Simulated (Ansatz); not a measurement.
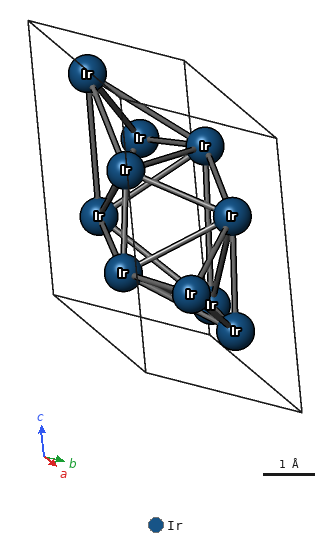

**Figure 1.** The input geometry (ball-and-stick view of the cell of the calculation, seen slightly off an axis). An atom can appear more than once, as a periodic image.

Run report: Ir, single-point calculation

The run: single-point calculation of Ir (8 atoms in the cell). Method and program: DFT PBEsol, scalar-relativistic, plane waves, PAW, no spin polarisation (Ansatz 0.2.0).

The structure derives from a Materials Project entry. It belongs to a series of runs on one base structure; here: all atoms moved at random, sigma 0.25 A a component. Figures and captions count atoms from 1; the log counts them from 0 in places.

**The input**
```yaml
crystal:
  lattice:
    - [-2.7190554922, 0.0, 4.4079330487]
    - [-2.7190554922, 0.0, -4.4079330487]
    - [2.7190554922, -4.7095422611, 0.0]
  atoms:
    - { symbol: Ir, position: [0.4868667149, 0.7577687927, 0.2100061158] }
    - { symbol: Ir, position: [0.5122448566, 0.7986680631, 0.8040008744] }
    - { symbol: Ir, position: [0.0242459528, 0.3330173397, 0.3411376091] }
    - { symbol: Ir, position: [0.1163272357, 0.2923362471, 0.8819810034] }
    - { symbol: Ir, position: [0.4949552909, 0.195271751, 0.2491992765] }
    - { symbol: Ir, position: [0.5089625125, 0.2661347225, 0.6366275738] }
    - { symbol: Ir, position: [0.9092490577, 0.6645627425, 0.221184662] }
    - { symbol: Ir, position: [0.9471483788, 0.6922403415, 0.655862885] }
basis:
  ecutwfc: 420
kpoints:
  mp_grid: { grid: [8, 8, 8] }
hamiltonian:
  xc: pbesol
scf:
  occupations: { method: gaussian, width: 0.15 }
output:
  forces: true
  stress: true
  eigenvalues: true
```

Launch command:
```bash
ansatz run input.yaml --threads 2 --pin off --max-ram 5120MiB --backend cpu --events-out ev --progress --plain --runs-dir out
```

**What the program printed**
```
Engine: ansatz 0.2.0, aarch64-unknown-linux-gnu
Pseudopotentials: kind: paw
Pseudopotential: Ir, paw, valence charge 17, recommended cutoff 420 eV (normal), Ir.paw.azcp
Functional definition: PBEsol
  exchange = pbesol_x
  correlation = pbesol_c
Crystal: 8 atoms, lattice volume = 112.892 Å³
Basis set: ecut = 420 eV, 2185 PW (Γ), exchange–correlation on 72×72×80 points (8 copies of the dense FFT grid, shifted against one another)
Bands: 82, of which v1, the nominal top of the filled ones, is band 68 counted from 1 (67 counted from 0)
Symmetry: 1 space group operations
Space group: P1 (ITA 1), of the structure as read, at distance tolerance 4.8e-5 Å
k-points: 260 of 512 (time reversal used)
Non-local potential: Ir, projectors of the file, l = 0: 3, l = 1: 2, l = 2: 2, l = 3: 1
PAW form: soft (Blöchl's): semilocal exchange-correlation on the pseudo side does not see the compensation charge
PAW frozen core: Ir, regenerated for the run's functional, and the local potential with it (the file was generated under x = pbe(κ = 0.804, μ = 0.2195149727645171), c = pbe(β = 0.06672455060314922))
PAW one-centre angular grid: Ir, 590 points (default); XC on 64 Gauss nodes
Initial density: superposition of atomic densities (neutral atoms: chi_scale 0, normalization atom), corrected by the library's trained network
Initial wavefunctions: pseudopotential atomic-orbital guess
Functional: x = pbesol(κ = 0.804, μ = 0.12345679012345678), c = pbesol(β = 0.046)
SCF iter   1: F=—  HF=-94378.329767 eV  |F-HF|=—  |Δ(HF+E_count)|=         —  Δρ=1.51e-2  dr2=1.24e-1  ethr=1.77e-3  ⟨swp⟩=5.1  Hψ=75102  notcnv=0  defer=50
preconditioner: auto → Kerker (q_TF=auto, 2.814 Å⁻¹)  [metal: Δε(μ)=0.002 eV  Ē_g=7.693 eV  σ=0.150 eV  W_gap=0.01  n_scr=44 (ndim 8)  ℏωp=29.7 eV  f_vac=0.000  D(μ)=8.62/eV (n_scr^D=94)]
SCF iter   2: F=—  HF=-94378.304313 eV  |F-HF|=—  |Δ(HF+E_count)|=   2.55e-2  Δρ=8.12e-3  dr2=3.85e-2  ethr=9.09e-5  ⟨swp⟩=1.0  Hψ=24700  notcnv=0  defer=50
SCF iter   3: F=—  HF=-94378.295484 eV  |F-HF|=—  |Δ(HF+E_count)|=   8.83e-3  Δρ=8.77e-4  dr2=7.55e-4  ethr=2.83e-5  ⟨swp⟩=2.0  Hψ=29347  notcnv=0  defer=50
SCF iter   4: F=—  HF=-94378.295364 eV  |F-HF|=—  |Δ(HF+E_count)|=   1.20e-4  Δρ=1.68e-4  dr2=4.29e-5  ethr=5.55e-7  ⟨swp⟩=2.2  Hψ=30843  notcnv=0  defer=50
SCF iter   5: F=—  HF=-94378.295357 eV  |F-HF|=—  |Δ(HF+E_count)|=   6.74e-6  Δρ=4.90e-5  dr2=3.04e-6  ethr=3.16e-8  ⟨swp⟩=2.0  Hψ=29160  notcnv=0  defer=50
SCF iter   6: F=—  HF=-94378.295356 eV  |F-HF|=—  |Δ(HF+E_count)|=   5.93e-7  Δρ=9.44e-6  dr2=1.07e-7  ethr=2.23e-9  ⟨swp⟩=2.0  Hψ=28599  notcnv=0  defer=50
SCF iter   7: F=-94378.295356 eV  HF=-94378.295356 eV  |F-HF|=2.94e-9  |Δ(HF+E_count)|=   1.74e-8  Δρ=2.03e-6  dr2=5.81e-9  ethr=7.35e-11  ⟨swp⟩=8.3  Hψ=72796  notcnv=0
SCF 1 converged in 7 iterations: F = -94378.295356 eV  dr2 = 5.81e-9
  greatest PAW one-centre occupation: 1.003 electrons in one spin orbital (limit 2), on the Ir atom at site 4 (counted from 0), in its partial waves of l = 1
SCF converged after 7 iterations
Free energy (F): -94378.295356 eV
Harris-Foulkes:  -94378.295356 eV  (|F-HF|=2.94e-9)
Internal energy: -94378.197127 eV  (E = F + TS)
E sigma→0 (E₀):  -94378.246242 eV
Entropy (-TS):   -0.098230 eV (-12.279 meV/atom)
Fermi energy:    25.988072 eV
--- Per-component energies (eV) ---
  E_band       = -705.505397
  E_kinetic    = 5043.441903
  E_local      = -9750.826954  (includes V_loc(G=0)·N_el)
  E_nonlocal   = 626.638740
  E_hartree    = 3841.211176
  E_xc         = -2145.270577
  E_vxc        = -2414.937365  (∫ρ·V_xc dr)
  E_paw        = -72722.262452  (= ΣΔE_a)
  E_vpaw       = -1892.244101  (= ΣTr[D̂ρ^β])
  E_aug_tail   = 0.000500  (compensation charges beyond the density's cutoff)
  E_ewald      = -19273.251741
  E_core_change = 2.122278  (= ΣΔE_core)
  E_smearing   = -0.098230  (= −TS)
  E_closure    = 0.000000  (closes the sum)
  Σ components = -94378.295356   (vs F -94378.295356, Δ=0.00e0)
--- Forces (eV/Å), atoms counted from 1 ---
  atom   1  Ir     1.96848325   -11.24389410     3.54311093
  atom   2  Ir    -5.02557063     2.82385372     0.22045023
  atom   3  Ir     1.36118596    -0.08523295    10.46898246
  atom   4  Ir     6.45998925     8.25921755     0.92326351
  atom   5  Ir    -5.73228217    16.41248747    -6.83928946
  atom   6  Ir    13.02132592   -14.89832295    -2.08930723
  atom   7  Ir    -9.11188587     7.31770400    -3.74485603
  atom   8  Ir    -2.94125019    -8.58579143    -2.48235645
  max |Σ_I F_I| component: 2.13e-5 eV/Å
--- Stress (GPa, compression-positive) ---
       71.712572     -13.553259      12.057816
      -13.553259      90.483415      10.791434
       12.057815      10.791434      54.182773
  P = ⅓ Tr σ = 72.1263 GPa (721.263 kbar)
--- Band table (eV; the first three rows and the last of 260) ---
  k-point 0: bands = ["-68.0804", "-67.3726", "-67.2669", "-67.0877", "-67.0136", "-66.8863", "-66.7923", "-66.6890", "-26.5870", "-25.8737", "-25.3480", "-25.1582", "-24.8824", "-24.6135", "-24.4076", "-24.2576", "-24.1483", "-24.0576", "-23.9761", "-23.8828", "-23.7388", "-23.6706", "-23.6104", "-23.5880", "-23.5589", "-23.5103", "-23.4490", "-23.3877", "-23.3804", "-23.3070", "-23.2943", "-23.2560", "14.5563", "16.7606", "16.8450", "16.9808", "17.1474", "17.3011", "17.7216", "18.0077", "18.1115", "18.8815", "19.1343", "19.5122", "19.6993", "20.2760", "20.7660", "20.8653", "21.3294", "21.4556", "22.2820", "22.3357", "22.7481", "22.9667", "23.2757", "23.4788", "23.6574", "23.7983", "23.9877", "24.4212", "24.4907", "24.7249", "25.0186", "25.1875", "25.4748", "25.5793", "25.9427", "26.1340", "26.2451", "26.3776", "26.6009", "26.9104", "27.5124", "27.7804", "27.9852", "28.1714", "28.5334", "28.8275", "29.0225", "30.4300", "32.3731", "32.5415"]
  k-point 1: bands = ["-68.0804", "-67.3729", "-67.2666", "-67.0877", "-67.0136", "-66.8863", "-66.7923", "-66.6891", "-26.5847", "-25.8718", "-25.3478", "-25.1544", "-24.8764", "-24.6099", "-24.4124", "-24.2504", "-24.1453", "-24.0689", "-23.9688", "-23.8826", "-23.7418", "-23.6785", "-23.6108", "-23.5944", "-23.5634", "-23.4988", "-23.4509", "-23.3910", "-23.3786", "-23.3099", "-23.2959", "-23.2610", "14.7000", "16.7605", "16.9032", "17.0651", "17.1914", "17.3941", "17.8039", "18.0708", "18.1607", "18.8978", "19.2066", "19.5241", "19.7481", "20.2327", "20.7375", "20.8342", "21.2022", "21.4604", "21.9903", "22.2758", "22.6644", "22.7373", "23.1123", "23.3615", "23.6574", "23.8010", "23.9528", "24.0725", "24.3429", "24.5865", "24.7878", "25.2061", "25.3796", "25.7277", "25.8144", "26.0214", "26.3065", "26.5289", "26.8189", "26.9286", "27.3430", "27.6077", "27.8268", "28.1362", "28.5746", "29.1746", "29.3034", "31.3144", "32.4174", "32.6650"]
  k-point 2: bands = ["-68.0802", "-67.3736", "-67.2658", "-67.0878", "-67.0138", "-66.8861", "-66.7924", "-66.6893", "-26.5791", "-25.8671", "-25.3471", "-25.1452", "-24.8618", "-24.6014", "-24.4224", "-24.2360", "-24.1374", "-24.0845", "-23.9601", "-23.8822", "-23.7505", "-23.6948", "-23.6263", "-23.5923", "-23.5712", "-23.4878", "-23.4503", "-23.3967", "-23.3767", "-23.3146", "-23.2997", "-23.2730", "15.1022", "16.8114", "17.0363", "17.2022", "17.3668", "17.6136", "18.0053", "18.2366", "18.2826", "18.9254", "19.3375", "19.6225", "19.8599", "20.1182", "20.5515", "20.8013", "20.9561", "21.2362", "21.6006", "21.9826", "22.2725", "22.5067", "22.7209", "23.1058", "23.4460", "23.5379", "23.6975", "23.8802", "24.1388", "24.3666", "24.6609", "25.0614", "25.2731", "25.4578", "25.7131", "25.8406", "26.2126", "26.4229", "26.6116", "26.9640", "27.2011", "27.5269", "28.3287", "28.5703", "28.9752", "29.5807", "29.8454", "32.1193", "32.8125", "33.0833"]
  k-point 259: bands = ["-68.0788", "-67.3733", "-67.2666", "-67.0889", "-67.0124", "-66.8855", "-66.7936", "-66.6902", "-26.5691", "-25.7923", "-25.2983", "-25.1079", "-24.8279", "-24.4699", "-24.4365", "-24.3847", "-24.1389", "-24.0308", "-23.9958", "-23.8909", "-23.7615", "-23.7349", "-23.6696", "-23.5990", "-23.5829", "-23.5062", "-23.4629", "-23.4223", "-23.3987", "-23.3357", "-23.3001", "-23.2909", "17.1964", "17.2361", "17.5670", "17.9787", "18.0884", "18.2727", "18.5329", "18.8274", "19.0423", "19.1823", "19.2415", "19.4202", "19.6156", "19.9111", "20.0732", "20.1071", "20.5712", "20.8679", "20.9391", "21.0745", "21.1837", "21.8091", "22.1218", "22.3301", "22.5369", "22.8444", "23.2524", "23.5623", "23.7086", "24.1865", "24.4332", "24.5481", "24.9913", "25.1655", "25.5957", "25.7813", "25.8712", "26.1525", "26.4159", "26.6378", "26.9132", "27.1195", "27.4267", "27.5093", "27.7698", "29.0144", "31.7179", "32.5390", "33.5385", "34.6568"]
```

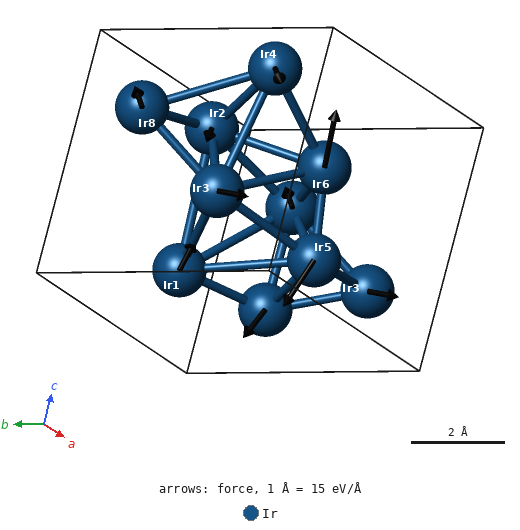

**Figure 2.** Forces on the atoms as black arrows (ball-and-stick view of the cell of the calculation, seen at an oblique angle; atoms are numbered from 1 in the order of the input). The largest act on Ir6 (19.90 eV/Å); Ir5 (18.68 eV/Å); Ir7 (12.27 eV/Å); Ir1 (11.95 eV/Å), among others. The geometry is not a stationary point of this energy.

**Results in brief**

| quantity | value |
| --- | --- |
| outcome | converged |
| space group (tolerance 0.01 Å) | P1 (1) |
| electrons treated | 136 |
| free energy | −94378.2954 eV |
| Fermi energy | 25.988 eV |
| gap on the k-point mesh | none (metallic) |
| pressure | 72.13 GPa |
| largest force (length of the vector) | 19.897 eV/Å |
| hardware | 2 threads of Arm Neoverse V2, 128 GiB of memory available, shared host |
| wall time | 1.9 min (CPU time 3.6 min) |
| peak memory | 1.6 GiB |

**Notes**

Spin–orbit coupling is left out, which matters for Ir. The cell is under a pressure of 72 GPa at this level, so it is not at its equilibrium volume.
